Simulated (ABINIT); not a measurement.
## Run report: MoS$_{2}$, G0W0 calculation (part 4 of 4)

MoS$_{2}$ (R3m, 3 atoms in the cell); Kohn-Sham DFT of a periodic cell, LDA, PseudoDojo NC SR LDA v0.4.1 standard, G0W0, no spin polarisation (ABINIT 10.8.3); cutoff 952.4 eV, 5×5×5 k-mesh, fixed occupations. The structure derives from an entry of the Crystallography Open Database.

Geometry of the input (Å; fractional positions):
```
1.5800  0.9122  6.1500
-1.5800  0.9122  6.1500
0.0000  -1.8244  6.1500
Mo 0.0000  0.0000  0.0000
S  0.4170  0.4170  0.4170
S  0.2500  0.2500  0.2500
```

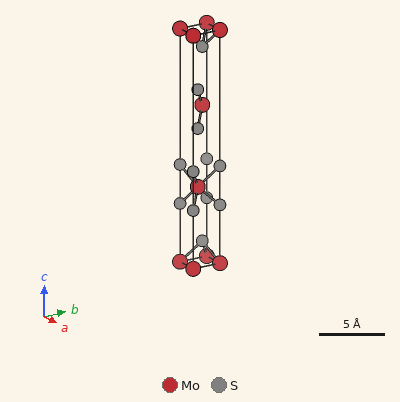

The structure as given in the input (ball-and-stick view of the cell 3 times as large as that of the calculation, set on its symmetry axes, seen slightly off an axis). An atom can appear more than once, as a periodic image.

### Output, continued
```
 Based on a program developped by R.W. Godby, V. Olevano, G. Onida, and L. Reining.
 Incorporated in ABINIT by V. Olevano, G.-M. Rignanese, and M. Torrent.

 Real(R)+Recip(G) space primitive vectors, cartesian coordinates (Bohr,Bohr^-1):
 R(1)=  2.9857673  1.7238335 11.6218157  G(1)=  0.1674611  0.0966837  0.0286817
 R(2)= -2.9857673  1.7238335 11.6218157  G(2)= -0.1674611  0.0966837  0.0286817
 R(3)=  0.0000000 -3.4476671 11.6218157  G(3)=  0.0000000 -0.1933675  0.0286817
 Unit cell volume ucvol=  3.5890253E+02 bohr^3
 Angles (23,13,12)=  2.85174998E+01  2.85174998E+01  2.85174998E+01 degrees

--- Pseudopotential description ------------------------------------------------
- pspini: atom type   1  psp file is ./Mo.upf
  42.00000  14.00000  180309                  znucl, zion, pspdat
12 -1012 2 -1 1602                            pspcod,pspxc,lmax,lloc,mmax
     nproj     2     2     2

- pspini: atom type   2  psp file is ./S.upf
  16.00000   6.00000  180309                  znucl, zion, pspdat
12 -1012 2 -1 1132                            pspcod,pspxc,lmax,lloc,mmax
     nproj     2     2     2

--------------------------------------------------------------------------------

 ==== K-mesh for the wavefunctions ====
 Number of points in the irreducible wedge :    19
 Reduced coordinates and weights :

     1)     0.00000000E+00  0.00000000E+00  0.00000000E+00       0.00800
     2)     2.00000000E-01  0.00000000E+00  0.00000000E+00       0.04800
     3)     4.00000000E-01  0.00000000E+00  0.00000000E+00       0.04800
     4)     2.00000000E-01  2.00000000E-01  0.00000000E+00       0.04800
   [... 15 further points ...]

 Together with  6 symmetry operations and time-reversal symmetry
 yields   125 points in the full Brillouin Zone.

 ==== Q-mesh for screening function ====
 Number of points in the irreducible wedge :    19
 Reduced coordinates and weights :

     1)     0.00000000E+00  0.00000000E+00  0.00000000E+00       0.00800
     2)     2.00000000E-01  0.00000000E+00  0.00000000E+00       0.04800
     3)     4.00000000E-01  0.00000000E+00  0.00000000E+00       0.04800
     4)     2.00000000E-01  2.00000000E-01  0.00000000E+00       0.04800
   [... 15 further points ...]

 Together with  6 symmetry operations and time-reversal symmetry
 yields   125 points in the full Brillouin Zone.

 vcoul_init : cutoff-mode = AUXILIARY_FUNCTION
 q-points for optical limit:   1
     1)      0.000010    0.000020    0.000030
 setmesh: FFT mesh size selected  =    72x   72x   72
          total number of points  =       373248

 Number of electrons calculated from density =   26.0000; Expected =   26.0000
 average of density, n =  0.072443
 r_s =    1.4881
 omega_plasma =   25.9629 [eV]

 === KS Band Gaps ===
  >>>> For spin  1
   Minimum direct gap =   2.1285 [eV], located at k-point      :   0.4000  0.4000  0.4000
   Fundamental gap    =   0.9266 [eV], Top of valence bands at :   0.4000  0.4000  0.4000
                                       Bottom of conduction at :  -0.2000  0.2000  0.0000
 SIGMA fundamental parameters:
 PLASMON POLE MODEL  1
 number of plane-waves for SigmaX                 3493
 number of plane-waves for SigmaC and W            503
 number of plane-waves for wavefunctions          3493
 number of bands                                   198
 number of independent spin polarizations            1
 number of spinorial components                      1
 number of k-points in IBZ                          19
 number of q-points in IBZ                          19
 number of symmetry operations                       6
 number of k-points in BZ                          125
 number of q-points in BZ                          125
 number of frequencies for dSigma/dE                 9
 frequency step for dSigma/dE [eV]                0.25
 number of omega for Sigma on real axis              0
 max omega for Sigma on real axis  [eV]           0.00
 zcut for avoiding poles [eV]                     0.10

 EPSILON^-1 parameters (SCR file):
 dimension of the eps^-1 matrix on file            503
 dimension of the eps^-1 matrix used               503
 number of plane-waves for wavefunctions          1667
 number of bands                                   198
 number of q-points in IBZ                          19
 number of frequencies                               2
 number of real frequencies                          1
 number of imag frequencies                          1

 matrix elements of self-energy operator (all in [eV])

 Perturbative Calculation

--- !SelfEnergy_ee
iteration_state: {dtset: 4, }
kpoint     : [   0.400,    0.400,    0.400, ]
spin       : 1
KS_gap     :    2.129
QP_gap     :    2.596
Delta_QP_KS:    0.467
data: !SigmaeeData |
     Band     E0 <VxcDFT>   SigX SigC(E0)      Z dSigC/dE  Sig(E)    E-E0       E
       13   8.401 -16.273 -17.287   0.589   0.769  -0.300 -16.600  -0.327   8.074
       14  10.529 -15.520 -11.047  -4.291   0.773  -0.294 -15.379   0.140  10.670
       15  10.529 -15.520 -11.047  -4.291   0.773  -0.294 -15.379   0.140  10.670
...

--- !SelfEnergy_ee
iteration_state: {dtset: 4, }
kpoint     : [  -0.200,    0.200,    0.000, ]
spin       : 1
KS_gap     :    2.427
QP_gap     :    2.973
Delta_QP_KS:    0.546
data: !SigmaeeData |
     Band     E0 <VxcDFT>   SigX SigC(E0)      Z dSigC/dE  Sig(E)    E-E0       E
       13   6.901 -16.117 -17.798   1.277   0.768  -0.302 -16.427  -0.310   6.591
       14   9.327 -15.307 -11.148  -3.857   0.779  -0.284 -15.072   0.236   9.563
...

== END DATASET(S) ==============================================================
================================================================================

 -outvars: echo values of variables after computation  --------
            acell      1.2122417576E+01  1.2122417576E+01  1.2122417576E+01 Bohr
           etotal1    -9.2594913760E+01
           etotal3     0.0000000000E+00
           etotal4     0.0000000000E+00
            fcart1    -2.2180734832E-19 -5.5338447638E-14  1.5796415267E-03
                      -2.0906768386E-19 -1.0122766499E-14  2.8894491201E-04
                       4.3087503219E-19  6.5461214138E-14 -1.8685864387E-03
            fcart3     0.0000000000E+00  0.0000000000E+00  0.0000000000E+00
                       0.0000000000E+00  0.0000000000E+00  0.0000000000E+00
                       0.0000000000E+00  0.0000000000E+00  0.0000000000E+00
            fcart4     0.0000000000E+00  0.0000000000E+00  0.0000000000E+00
                       0.0000000000E+00  0.0000000000E+00  0.0000000000E+00
                       0.0000000000E+00  0.0000000000E+00  0.0000000000E+00
            rprim      2.4630130580E-01  1.4220212520E-01  9.5870444990E-01
                      -2.4630130580E-01  1.4220212520E-01  9.5870444990E-01
                       0.0000000000E+00 -2.8440425040E-01  9.5870444990E-01
           strten1     1.1705976323E-04  1.1705976388E-04  3.1654828420E-05
                      -2.4613071039E-13  0.0000000000E+00  0.0000000000E+00
           strten3     0.0000000000E+00  0.0000000000E+00  0.0000000000E+00
                       0.0000000000E+00  0.0000000000E+00  0.0000000000E+00
           strten4     0.0000000000E+00  0.0000000000E+00  0.0000000000E+00
                       0.0000000000E+00  0.0000000000E+00  0.0000000000E+00
           xangst      0.0000000000E+00  0.0000000000E+00  0.0000000000E+00
                       4.7842516902E-17  1.1859794830E-11  7.6936499997E+00
                       0.0000000000E+00  7.1100996618E-12  4.6124999998E+00
             xred      0.0000000000E+00  0.0000000000E+00  0.0000000000E+00
                       4.1700000000E-01  4.1700000000E-01  4.1700000000E-01
                       2.5000000000E-01  2.5000000000E-01  2.5000000000E-01
 Calculation completed.
```
